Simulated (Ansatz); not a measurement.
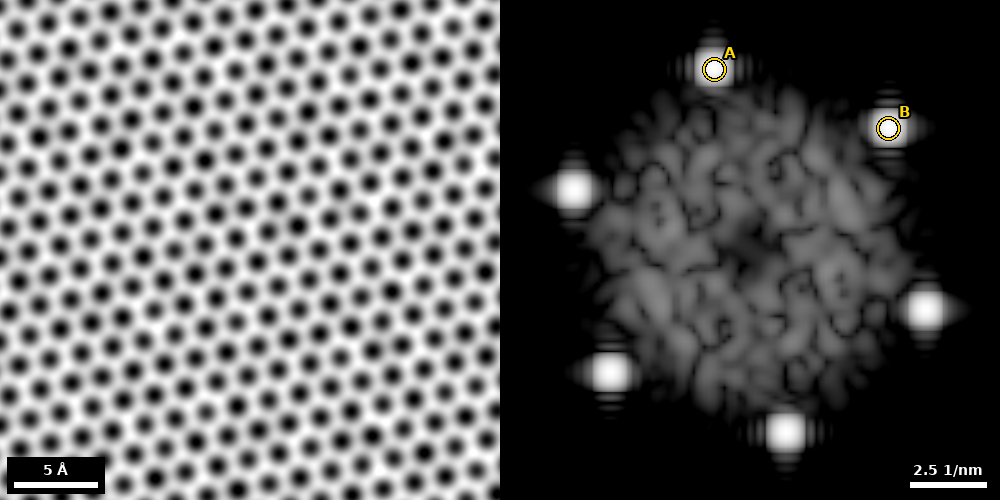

HRTEM-like image of Fe (Pm-3m, No. 221) along [111]. Simulated in the weak-phase-object approximation with neutral-atom potentials: 80 kV, Cs = 10 µm, defocus −78 Å (negative is underfocus), defocus spread 15 Å, aperture 0.92 1/Å. The speckle of an amorphous layer was added. Structure: the input geometry of a calculation; the starting structure was generated, so it need not be a known form of this composition.

The right panel is the modulus of the image's Fourier transform on a logarithmic scale.

a = 2.329 Å, b = 2.329 Å, c = 2.329 Å, α = 90.00°, β = 90.00°, γ = 90.00°

> Index the marked spots and give their plane spacings (the zone axis points at the viewer; indices equivalent by symmetry, or all signs reversed, are as good).

A: (1 -1 0), d = 1.65 Å; B: (0 -1 1), d = 1.65 Å. A and B enclose 60°, and every spot obeys the zone law hu + kv + lw = 0 for [111].
